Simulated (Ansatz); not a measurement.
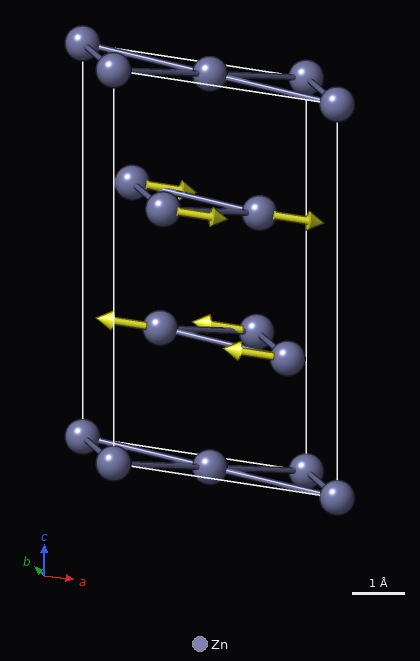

Phonons of crystalline Zn, space group C2/m (No. 12), at the zone centre. The optical levels lie at 53 (×2), 56, 56, 98, 105 cm⁻¹. One mode is drawn. The yellow arrows are the displacements of the atoms (eigenvector over the root of the mass), of arbitrary overall length and sign. Style: ball-and-stick. Shown: the conventional cell (2 times the calculation's cell), slightly off an axis. Lengths and directions refer to the drawn axes.

These are results of Ansatz, DFT PBE, scalar-relativistic, plane waves, PAW, not measurements. Set-up: plane-wave cutoff 420 eV; k-point mesh 18 × 18 × 6; occupations fermi dirac; smearing width 0.15 eV; no spin polarisation.

The frequencies depend somewhat on the k-mesh and the smearing.

Q: Which of these frequencies is the drawn mode's?

A: The level at 53 cm⁻¹. This is a doubly degenerate mode (one member of the set is drawn), the lowest optical level. The Zn (2a) atoms stay at rest; all motion is along a; atoms of one kind move against one another, with no net shift of their sublattice.
